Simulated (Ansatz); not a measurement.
**Run report: ZrS$_{2}$, single-point calculation**

- system: ZrS$_{2}$ (P-3m1, 3 atoms in the cell)
- method: DFT PBE+D3(BJ), scalar-relativistic, plane waves, PAW, no spin polarisation (Ansatz 0.2.0)

The structure derives from an entry of the Crystallography Open Database. It belongs to a series of runs on one base structure; here: mode 8 (319.8 1/cm) frozen in, largest displacement +0.120 A. Figures and captions count atoms from 1; the log counts them from 0 in places.

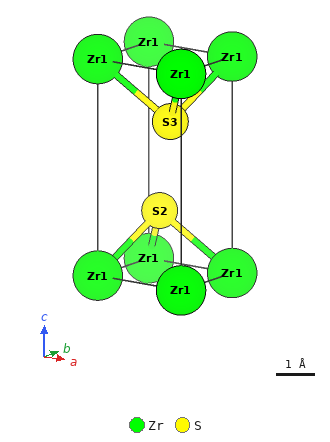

*The structure (ball-and-stick view of the cell of the calculation, seen slightly off an axis; atoms are numbered from 1 in the order of the input). An atom can appear more than once, as a periodic image.*

### Input file
```yaml
crystal:
  lattice:
    - [3.6299990406, 0.0, 0.0]
    - [-1.8149995203, 3.1436713848, 0.0]
    - [0.0, 0.0, 5.85]
  atoms:
    - { symbol: Zr, position: [0.0, 0.0, 0.0] }
    - { symbol: S, position: [0.3333333333, 0.6666666667, 0.2697128205] }
    - { symbol: S, position: [0.6666666667, 0.3333333333, 0.7302871795] }
basis:
  ecutwfc: 420
kpoints:
  mp_grid: { grid: [12, 12, 6] }
hamiltonian:
  xc: pbe
  dispersion: d3bj
scf:
  occupations: { method: gaussian, width: 0.05 }
output:
  forces: true
  stress: true
  eigenvalues: true
  write_density: true
  write_potential: true
  elf: true
  volumetric_format: npy
```

Launch command:
```bash
ansatz run input.yaml --threads 2 --pin off --max-ram 5120MiB --backend cpu --events-out ev --progress --plain --runs-dir out
```

### What the program printed
```
Engine: ansatz 0.2.0, x86_64-unknown-linux-gnu
Pseudopotentials: kind: paw
Pseudopotential: Zr, paw, valence charge 12, recommended cutoff 420 eV (normal), Zr.paw.azcp
Pseudopotential: S, paw, valence charge 6, recommended cutoff 420 eV (normal), S.paw.azcp
Functional definition: PBE
  parameter kappa = 0.804
  parameter beta = 0.06672455060314922
  exchange = pbe_x(kappa = kappa, mu = beta*pi^2/3)
  correlation = pbe_c(beta = beta)
Crystal: 3 atoms, lattice volume = 66.757 Å³
Basis set: ecut = 420 eV, 1303 PW (Γ), exchange–correlation on 50×50×80 points (8 copies of the dense FFT grid, shifted against one another)
Bands: 16, of which v1, the nominal top of the filled ones, is band 12 counted from 1 (11 counted from 0)
Symmetry: 12 space group operations
Space group: P-3m1 (ITA 164), of the structure as read, at distance tolerance 4.1e-5 Å
k-points: 100 of 864
Non-local potential: Zr, projectors of the file, l = 0: 3, l = 1: 2, l = 2: 2, l = 3: 2
Non-local potential: S, projectors of the file, l = 0: 2, l = 1: 2, l = 2: 2
PAW form: soft (Blöchl's): semilocal exchange-correlation on the pseudo side does not see the compensation charge
PAW one-centre angular grid: Zr, 590 points (default); XC on 64 Gauss nodes
PAW one-centre angular grid: S, 110 points (default); XC on 64 Gauss nodes
Initial density: superposition of atomic densities (neutral atoms: chi_scale 0, normalization atom), corrected by the library's trained network
Initial wavefunctions: pseudopotential atomic-orbital guess
Functional: x = pbe(κ = 0.804, μ = 0.2195149727645171), c = pbe(β = 0.06672455060314922)
SCF iter   1: F=—  HF=-5993.523150 eV  |F-HF|=—  |Δ(HF+E_count)|=         —  Δρ=1.17e-3  dr2=8.43e-4  ethr=1.77e-3  ⟨swp⟩=5.3  Hψ=8752  notcnv=0
preconditioner: auto → Resta (q_TF=auto, 2.301 Å⁻¹)  ε∞=6.7  [insulator: Δε(μ)=0.412 eV  Ē_g=7.591 eV  σ=0.050 eV  W_gap=1.00  n_scr=22 (ndim 8)  ℏωp=18.2 eV  f_vac=0.006  D(μ)=0.00/eV (n_scr^D=0)  ε∞_Penn≈6.7]
SCF iter   2: F=—  HF=-5993.522710 eV  |F-HF|=—  |Δ(HF+E_count)|=   4.40e-4  Δρ=6.27e-4  dr2=2.42e-4  ethr=3.51e-6  ⟨swp⟩=2.6  Hψ=3335  notcnv=0
SCF iter   3: F=—  HF=-5993.522858 eV  |F-HF|=—  |Δ(HF+E_count)|=   1.48e-4  Δρ=1.73e-4  dr2=4.92e-5  ethr=1.01e-6  ⟨swp⟩=2.0  Hψ=2242  notcnv=0
SCF iter   4: F=—  HF=-5993.522889 eV  |F-HF|=—  |Δ(HF+E_count)|=   3.06e-5  Δρ=7.13e-5  dr2=3.70e-6  ethr=2.05e-7  ⟨swp⟩=2.4  Hψ=1982  notcnv=0
SCF iter   5: F=—  HF=-5993.522891 eV  |F-HF|=—  |Δ(HF+E_count)|=   2.55e-6  Δρ=3.00e-5  dr2=1.72e-6  ethr=1.54e-8  ⟨swp⟩=2.3  Hψ=2482  notcnv=0
SCF iter   6: F=—  HF=-5993.522891 eV  |F-HF|=—  |Δ(HF+E_count)|=   2.25e-7  Δρ=9.31e-6  dr2=1.45e-7  ethr=7.18e-9  ⟨swp⟩=2.0  Hψ=1915  notcnv=0
SCF iter   7: F=-5993.522891 eV  HF=-5993.522891 eV  |F-HF|=1.66e-9  |Δ(HF+E_count)|=   2.14e-9  Δρ=1.10e-6  dr2=1.06e-9  ethr=4.17e-10  ⟨swp⟩=8.0  Hψ=9065  notcnv=0
SCF 1 converged in 7 iterations: F = -5993.522891 eV  dr2 = 1.06e-9
  greatest PAW one-centre occupation: 0.995 electrons in one spin orbital (limit 2), on the Zr atom at site 0 (counted from 0), in its partial waves of l = 0
```

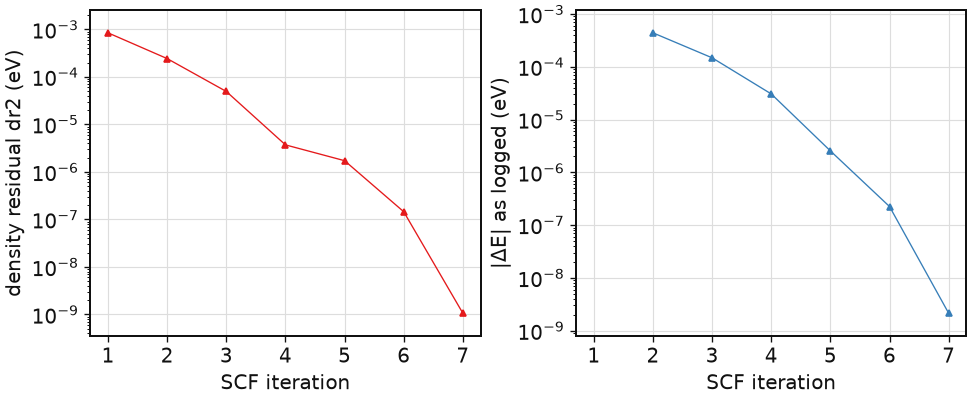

*Convergence of the self-consistent field: density residual dr2 and size of the energy change against the SCF iteration.*

The residual falls at every step.

```
SCF converged after 7 iterations
Free energy (F): -5993.522891 eV
Harris-Foulkes:  -5993.522891 eV  (|F-HF|=1.66e-9)
Internal energy: -5993.522891 eV  (E = F + TS)
E sigma→0 (E₀):  -5993.522891 eV
Fermi energy:    7.790780 eV
--- Per-component energies (eV) ---
  E_band       = -156.577384
  E_kinetic    = 543.119560
  E_local      = -1184.516103  (includes V_loc(G=0)·N_el)
  E_nonlocal   = 134.700056
  E_hartree    = 402.314622
  E_xc         = -355.661181
  E_vxc        = -365.396654  (∫ρ·V_xc dr)
  E_paw        = -4153.695302  (= ΣΔE_a)
  E_vpaw       = -89.113626  (= ΣTr[D̂ρ^β])
  E_aug_tail   = 0.000027  (compensation charges beyond the density's cutoff)
  E_ewald      = -1378.715521
  E_disp       = -1.069049  (pairwise vdW)
  E_smearing   = -0.000000  (= −TS)
  E_closure    = 0.000000  (closes the sum)
  Σ components = -5993.522891   (vs F -5993.522891, Δ=0.00e0)
--- Forces (eV/Å), atoms counted from 1 ---
  atom   1  Zr     0.00000000     0.00000000     0.00000000
  atom   2  S      0.00000000    -0.00000000    -1.25920244
  atom   3  S      0.00000000     0.00000000     1.25920244
  max |Σ_I F_I| component: 1.85e-17 eV/Å
--- Stress (GPa, compression-positive) ---
       -4.349937       0.000000      -0.000000
        0.000000      -4.349937      -0.000000
       -0.000000      -0.000000      -9.089956
  P = ⅓ Tr σ = -5.9299 GPa (-59.299 kbar)
--- Band table (eV; the first three rows and the last of 100) ---
  k-point 0: bands = ["-41.6995", "-19.7140", "-19.5816", "-19.5816", "-5.2709", "-3.7995", "2.8347", "5.0901", "5.0901", "7.4795", "7.4795", "7.5891", "9.0467", "9.0467", "9.2551", "11.6902"]
  k-point 1: bands = ["-41.6995", "-19.7142", "-19.5816", "-19.5816", "-5.1964", "-3.9201", "3.0697", "5.1093", "5.1093", "7.0329", "7.4148", "7.4148", "9.0346", "9.0346", "9.4778", "11.8187"]
  k-point 2: bands = ["-41.6995", "-19.7146", "-19.5816", "-19.5816", "-4.9904", "-4.2140", "3.6900", "5.1498", "5.1498", "6.0074", "7.2891", "7.2891", "9.0100", "9.0100", "9.6920", "12.0861"]
  k-point 99: bands = ["-41.6765", "-19.7622", "-19.7622", "-19.6493", "-3.9186", "-3.9186", "3.9606", "3.9606", "4.5444", "5.1423", "5.5845", "5.5845", "9.9591", "9.9591", "9.9935", "12.9724"]
```

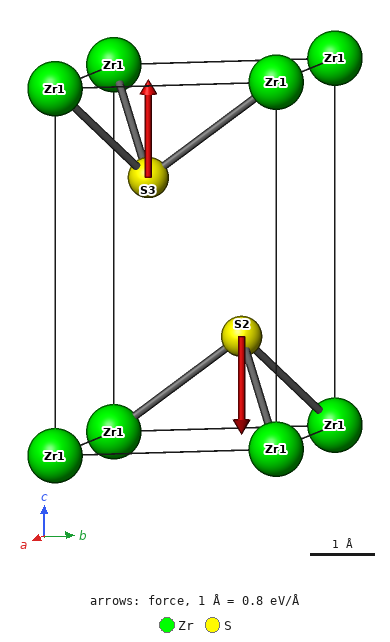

*Forces on the atoms as red arrows (ball-and-stick view of the cell of the calculation, seen slightly off an axis; atoms are numbered from 1 in the order of the input).*

The largest act on S2, S3 (1.26 eV/Å). The geometry is not a stationary point of this energy.

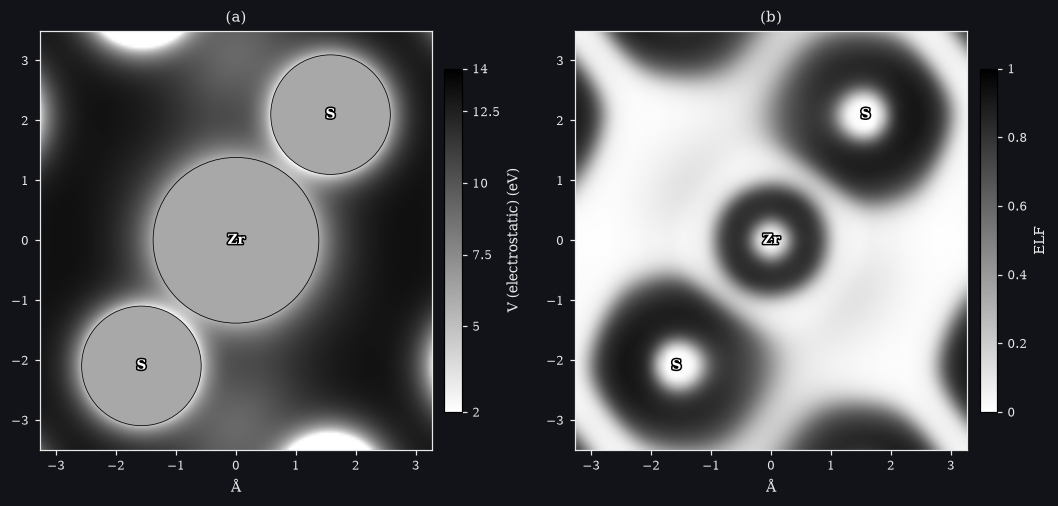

*(a) electrostatic potential energy of an electron; (b) ELF on the (110) plane of the conventional cell. Grey discs, where drawn, cover atomic cores.*

The section cuts through Zr and S sites. Zr–S (2.62 Å): the ELF is about 0.40 at the midpoint. The strong features right at Zr lie inside the PAW spheres (semicore, d or f shells) and say nothing about bonding. Outside the cores the potential energy rises away from the atoms and is highest about 2.3 Å from the nearest atoms; outside the discs it spans about 11 eV, and its zero is arbitrary. The fields are those of the smooth PAW valence density.

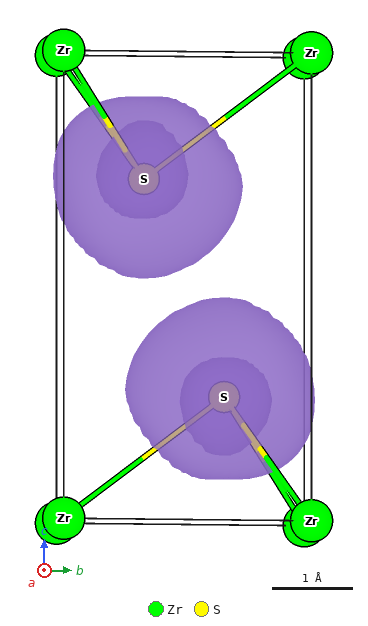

*Isosurface of the ELF at 0.75 (purple), seen at an oblique angle. Core shells and regions of very low density are left out. Sticks mark near contacts. The outline is the cell set on symmetry axes.*

Values along the shortest contacts: Zr–S (2.62 Å): the ELF is about 0.40 at the midpoint.

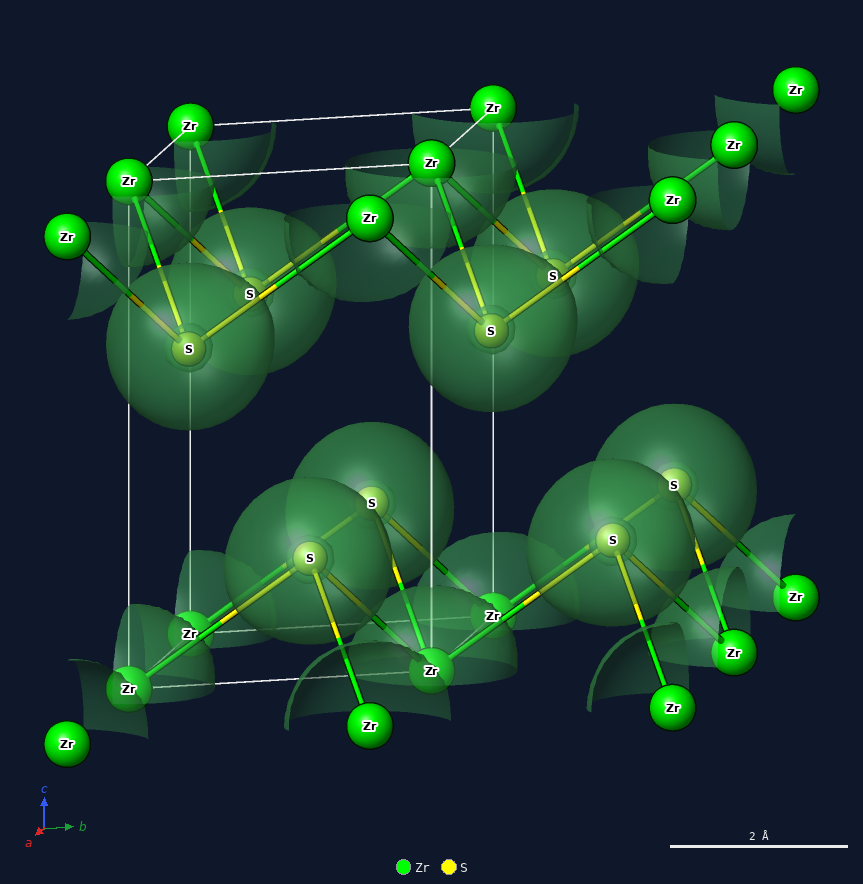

*Isosurface of the valence pseudo-density at 0.6 e/Å³ (green), seen slightly off an axis. Sticks mark near contacts. The outline is the cell set on symmetry axes.*

At this value the density breaks into separate islands; it holds about 60 % of the electrons treated as valence (semicore included). It is pinched off along the Zr–S (2.62 Å) contacts. On the grid the lowest density along these lines, outside the cores, is 0.39 e/Å³ (Zr–S, 2.62 Å).

### Key numbers

- outcome: converged
- space group (tolerance 0.01 Å): P-3m1 (164)
- electrons treated: 24
- free energy: −5993.5229 eV
- Fermi energy: 7.791 eV
- gap on the k-point mesh: 0.41 eV
- pressure: −5.93 GPa
- largest force (length of the vector): 1.259 eV/Å
- hardware: 2 threads of Intel Xeon (Granite Rapids), 192 GiB of memory available, shared host
- wall time: 1.9 s (CPU time 3.5 s)
- peak memory: 0.44 GiB
